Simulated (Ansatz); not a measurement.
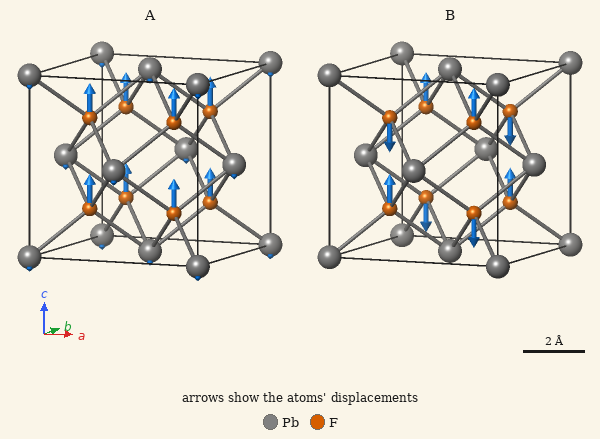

Modes of crystalline PbF2 relaxed at −3 GPa, space group Fm-3m (No. 225), at the zone centre (one member of each degenerate set). Displacements are drawn as blue arrows; their common scale and sign are arbitrary. Style: ball-and-stick. Shown: the conventional cell (4 times the calculation's cell), from a free direction. Lengths and directions refer to the drawn axes.

All numbers below come from Ansatz, DFT PBE+D3(BJ), scalar-relativistic, plane waves, PAW.

Frequencies are those without the non-analytic (LO–TO) term.

Q: Which are infrared-active and which Raman-active?

A: A is T₁u, infrared-active by symmetry (74 cm⁻¹). B is T₂g, Raman-active by symmetry (224 cm⁻¹). The crystal has a centre of inversion, so no mode is both.
